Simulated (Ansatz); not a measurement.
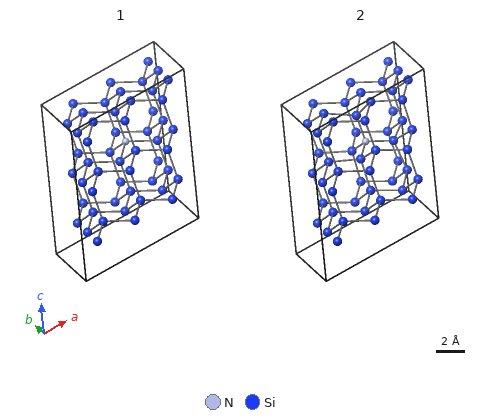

Two geometries of a defect cell of composition Si$_{53}$N (cell charge +1), drawn at one scale. One is the start of a relaxation, the other its converged end. Style: ball-and-stick. Shown: the cell of the calculation (origin shifted), slightly off an axis.

Method: DFT, PBE, plane-wave PAW, default files, scalar-relativistic in Ansatz 0.2.0. (plane-wave cutoff 420 eV; k-point mesh 2 × 2 × 2; occupations fermi dirac; smearing width 0.01 eV; no spin polarisation; atoms relaxed in a fixed cell; force threshold 0.03 eV/Å; at most 40 steps)

Which geometry has the lower energy?

Answer. Structure 2 is the relaxed one. The energy falls by 1.300 eV per cell of the calculation in 3 accepted moves (4 points after the start). The largest force component goes from 1.1 to 0.014 eV/Å. 1 step only repeated the SCF at the same geometry. The largest moves, 0.29 Å, are those of Si atoms. N stays in place. The lattice vectors keep their values. Near-neighbour distances that change, for instance: N–Si 2.350 → 2.059 Å, Si–Si 2.350 → 2.418 Å, Si–Si 2.350 → 2.344 Å. Among the angles between lasting bonds that change: Si–Si–Si 109.5° → 115.3°, Si–Si–Si 109.5° → 103.7°, Si–Si–Si 109.5° → 106.2°.

Limits of the set-up: the cell is charged, on a uniform background, and energies carry no finite-size correction.
